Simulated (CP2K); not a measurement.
**A series of single points on Co**

System: Co (2 atoms in the cell).
Method: Kohn-Sham DFT of a periodic cell, PBE, GTH-PBE with UZH-TZVP basis, spin-polarised (CP2K 2026.2).

The 6 runs differ only in the geometry, by an even scaling of the cell at fixed fractional positions. The structure derives from a Materials Project entry.

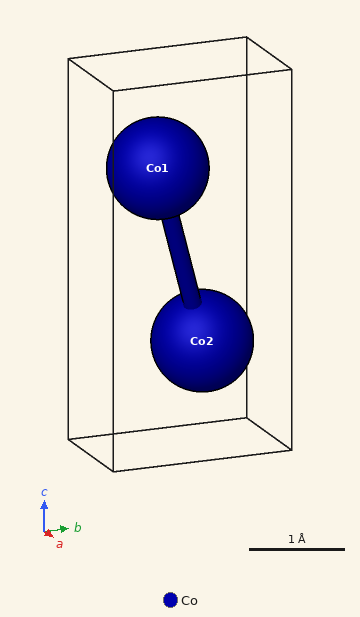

Figure 1. The structure of run 4 (ball-and-stick view of the cell of the calculation, seen slightly off an axis; atoms are numbered from 1 in the order of the input).

**Input of run 4**
```
&GLOBAL
  PROJECT co_eos
  RUN_TYPE ENERGY_FORCE
  PRINT_LEVEL LOW
&END GLOBAL
&FORCE_EVAL
  METHOD QS
  STRESS_TENSOR ANALYTICAL
  &DFT
    BASIS_SET_FILE_NAME BASIS_MOLOPT_UZH
    POTENTIAL_FILE_NAME POTENTIAL_UZH
    UKS T
    MULTIPLICITY 5
    WFN_RESTART_FILE_NAME previous-RESTART.kp
    &MGRID
      CUTOFF 850
      REL_CUTOFF 60
      NGRIDS 5
    &END MGRID
    &QS
      METHOD GPW
      EPS_DEFAULT 1.0E-10
    &END QS
    &KPOINTS
      SCHEME MONKHORST-PACK 12 12 7
      GAMMA_CENTERED T
      SYMMETRY T
      SYMMETRY_BACKEND SPGLIB
    &END KPOINTS
    &SCF
      SCF_GUESS RESTART
      EPS_SCF 1.0E-6
      MAX_SCF 150
      ADDED_MOS 16 20
      CHOLESKY OFF
      EPS_EIGVAL 1.0E-7
      &DIAGONALIZATION ON
        ALGORITHM STANDARD
      &END DIAGONALIZATION
      &MIXING ON
        METHOD BROYDEN_MIXING
        ALPHA 0.2
        BETA 1.5
        NBUFFER 10
      &END MIXING
      &SMEAR ON
        METHOD FERMI_DIRAC
        ELECTRONIC_TEMPERATURE [K] 580.226
      &END SMEAR
    &END SCF
    &XC
      &XC_FUNCTIONAL PBE
      &END XC_FUNCTIONAL
    &END XC
    &PRINT
      &KPOINTS ON
      &END KPOINTS
      &MULLIKEN ON
      &END MULLIKEN
      &MO ON
        ENERGIES T
        OCCUPATION_NUMBERS T
        &EACH
          QS_SCF 0
        &END EACH
        ADD_LAST NUMERIC
      &END MO
    &END PRINT
  &END DFT
  &SUBSYS
    &CELL
      A 2.4883712406 0.0000000000 0.0000000000
      B -1.2441856203 2.1549927084 0.0000000000
      C 0.0000000000 0.0000000000 4.0477749493
      PERIODIC XYZ
    &END CELL
    &COORD
      SCALED
      Co  0.6666666667 0.3333333333 0.7500000000
      Co  0.3333333333 0.6666666667 0.2500000000
    &END COORD
    &KIND Co
      BASIS_SET TZVP-MOLOPT-PBE-GTH-q17
      POTENTIAL GTH-PBE-q17
      MAGNETIZATION 2.0
    &END KIND
    &PRINT
      &ATOMIC_COORDINATES ON
      &END ATOMIC_COORDINATES
      &CELL ON
      &END CELL
    &END PRINT
  &END SUBSYS
  &PRINT
    &FORCES ON
    &END FORCES
    &STRESS_TENSOR ON
    &END STRESS_TENSOR
  &END PRINT
&END FORCE_EVAL
```

Command:
```bash
OMP_NUM_THREADS=1 cp2k.psmp -i co_eos.inp -o co_eos.out
```

Lattice vectors (Å) and fractional positions of run 4:
```
   2.488371    0.000000    0.000000
  -1.244186    2.154993    0.000000
   0.000000    0.000000    4.047775
Co  0.666667  0.333333  0.750000
Co  0.333333  0.666667  0.250000
```

Run 3 differs from it as follows:
```diff
-      A 2.4883712406 0.0000000000 0.0000000000
-      B -1.2441856203 2.1549927084 0.0000000000
-      C 0.0000000000 0.0000000000 4.0477749493
+      A 2.4554087999 0.0000000000 0.0000000000
+      B -1.2277044000 2.1264463974 0.0000000000
+      C 0.0000000000 0.0000000000 3.9941557227
```

**Results, with one run withheld**

| run | volume per atom (Å³) | free energy per atom, from the lowest run given (meV) | pressure (GPa) |
| --- | --- | --- | --- |
| 1 | 10.002 | 63.48 | 23.39 |
| 2 | 10.215 | 36.60 | 17.18 |
| 3 | 10.427 | ? | ? |
| 4 | 10.853 | 0.00 | 1.93 |
| 5 | 11.066 | 0.25 | −2.23 |
| 6 | 11.279 | 5.71 | −5.92 |

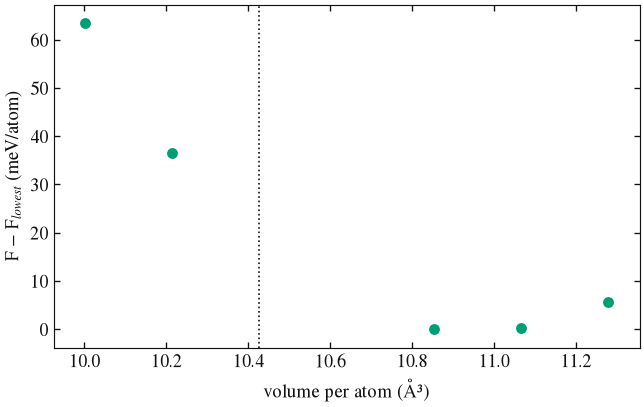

Figure 2. Free energy per atom of the runs given; the dotted line marks run 3.

Estimate the energy of run 3 from the others.

A cubic polynomial in V^(−2/3) (the Birch–Murnaghan form), fitted to the 5 runs given, misses them by at most 0.02 meV per atom. With x = V^(−2/3) − 0.20641 Å⁻², it reads F = 4.6809 + 2905.5 x + 4.0193e+05 x² + 65411 x³ (meV per atom). At run 3 it gives 17.61 meV per atom, and the run itself gives 17.56. The slope of the fit gives a pressure −dF/dV of 11.61 GPa there, and the run prints 11.59 GPa. The fit has its minimum at 10.950 Å³ per atom, where V d²F/dV² gives 215 GPa. Cell shape and fractional positions are held, so this is the stiffness under even scaling; the relaxed bulk modulus wasn't computed.

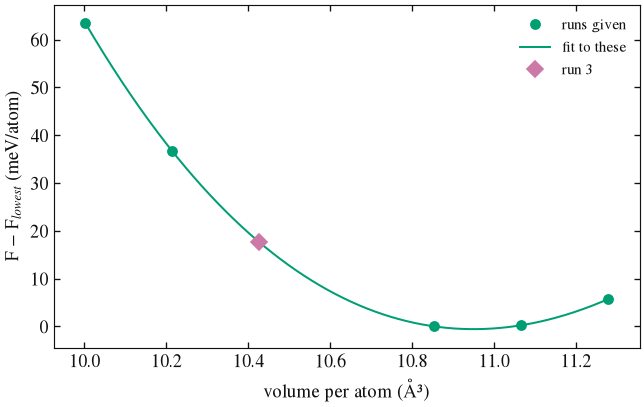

Figure 3. The fit and the withheld run.

**Some lines of the output (run 3)**
```
[...]
 CELL| Volume [angstrom^3]:                                            20.854666
 CELL_REF| Volume [angstrom^3]:                                        20.854666
                        Smear method:                                FERMI_DIRAC
  Step     Update method      Time    Convergence         Total energy    Change
  Fermi energy:                                                 0.53408957263831
  Total energy:                                              -290.74032173762936
  Total energy (extrapolated to T->0):                       -290.74005047720459
 MO| E(Fermi):            0.534090 a.u.         14.533316 eV
```
